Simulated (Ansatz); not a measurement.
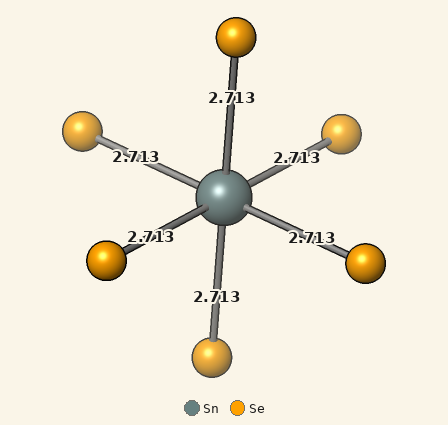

The surroundings of site Sn1 (at 0.000, 0.000, 0.000) in SnSe$_{2}$ (P-3m1, No. 164), with bond lengths in Å.

Source of the atomic positions: the input geometry of an electronic-structure calculation (not necessarily at equilibrium); the starting structure was generated, so it need not be a known form of this composition.

```
Sn Se
1.0
     3.82515    0.00000    0.00000
    -1.91257    3.31268    0.00000
     0.00000    0.00000    6.22708
Sn Se
1 2
Direct
  0.00000 0.00000 0.00000
  0.33333 0.66667 0.25308
  0.66667 0.33333 0.74692
```

Bond valence s = exp((R0 − d)/b), R0 fitted to published crystal structures with b = 0.37 Å; R0 in Å: Sn4+–Se 2.522.

> Calculate the bond-valence sum of Sn1 from the bonds drawn.

6 × 0.597 = 3.58 v.u., against a formal valence of 4: underbonded (bonds long for this ion) by 0.42.

> And over the whole structure?

| site | x, y, z | formal valence | bond-valence sum | difference |
| --- | --- | --- | --- | --- |
| Sn1 | 0.000, 0.000, 0.000 | +4 | 3.60 | -0.40 |
| Se1 | 0.333, 0.667, 0.253 | −2 | 1.80 | -0.20 |

These sums include all anions within 5 Å. The global instability index (root mean square of the differences over all atoms) is 0.29 v.u.: above 0.2, which by the usual rule of thumb marks a strained structure. The cell was not relaxed for this table, and a volume that is off by a few per cent shifts all sums together.
